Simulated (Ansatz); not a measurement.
Bi₂Se₃

Input

```
crystal:
  lattice:
    - [-2.0936564846, 3.6263194049, 0.0]
    - [-6.2809694538, -3.6263194049, 0.0]
    - [2.0936564846, 1.208773135, 10.4340300504]
  atoms:
    - { symbol: Bi, position: [0.5, 0.8955941704, 0.1867825112] }
    - { symbol: Bi, position: [0.0, 0.3955941704, 0.1867825112] }
    - { symbol: Bi, position: [0.5, 0.1044058296, 0.8132174888] }
    - { symbol: Bi, position: [0.0, 0.6044058296, 0.8132174888] }
    - { symbol: Se, position: [0.0, 0.0, 0.0] }
    - { symbol: Se, position: [0.5, 0.5, 0.0] }
    - { symbol: Se, position: [0.5, 0.7210304575, 0.6630913726] }
    - { symbol: Se, position: [1.0, 0.2210304575, 0.6630913726] }
    - { symbol: Se, position: [0.5, 0.2789695425, 0.3369086274] }
    - { symbol: Se, position: [0.0, 0.7789695425, 0.3369086274] }
basis:
  ecutwfc: 420
kpoints:
  mp_grid: { grid: [8, 4, 4] }
hamiltonian:
  xc: pbe
scf:
  occupations: { method: gaussian, width: 0.05 }
output:
  forces: true
  stress: true
  eigenvalues: true
  write_density: true
  write_potential: true
  elf: true
  volumetric_format: npy
```

Command:

```sh
ansatz run input.yaml --threads 2 --pin off --max-ram 5120MiB --backend cpu --events-out ev --progress --plain --runs-dir out
```

Space group R-3m.

Theory: DFT PBE, scalar-relativistic, plane waves, PAW in Ansatz.

The density is the valence pseudo-density of a PAW calculation; it isn't the true density close to the nuclei.

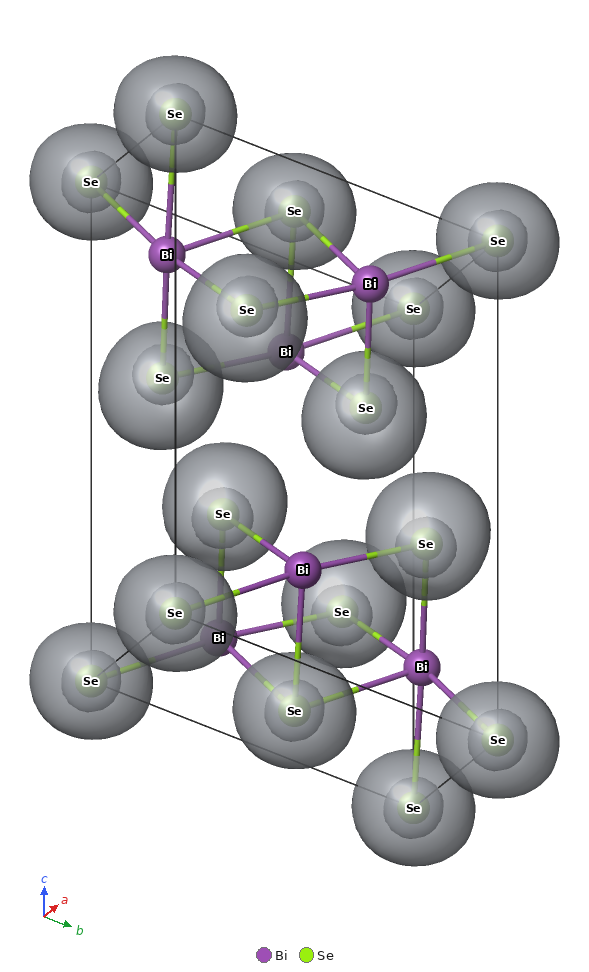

Figure 1. Isosurface of the ELF at 0.7 (grey), seen at an oblique angle. Only the valence region is drawn (cores and ρ < 0.01 e/Å³ removed). Sticks mark near contacts.

Describe the localisation domains.

The ELF exceeds this value in six regions wrapped around Se (the valence shell of each), counted in one cell of 10 atoms. Any copies at cell faces, edges or corners count once. Profiles from the grid: Bi–Se (2.88 Å): the ELF is about 0.45 at the midpoint and 0.35 at its lowest between the atoms. Bi–Se (3.11 Å): the ELF is about 0.30 at the midpoint.

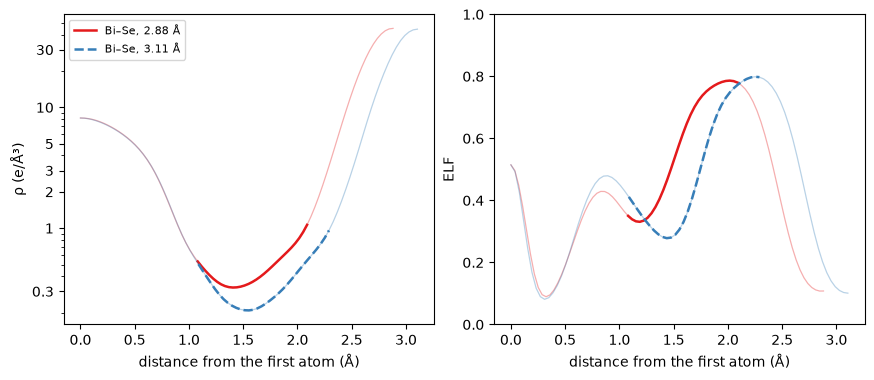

Figure 2. Valence electron density and ELF along straight lines between neighbouring atoms. Thin, pale parts lie inside the atomic spheres.

Compare the contacts.

Bi–Se (2.88 Å): ρ is about 0.32 e/Å³ halfway; the ELF is about 0.45 at the midpoint and 0.35 at its lowest between the atoms.
Bi–Se (3.11 Å): ρ at the midpoint is about 0.21 e/Å³; the ELF is about 0.30 at the midpoint.

Metal or insulator at this level of theory?

It is gapped, with a Kohn–Sham gap of 0.71 eV on the k-point mesh (the band edges may lie off the mesh, which would make the gap smaller).
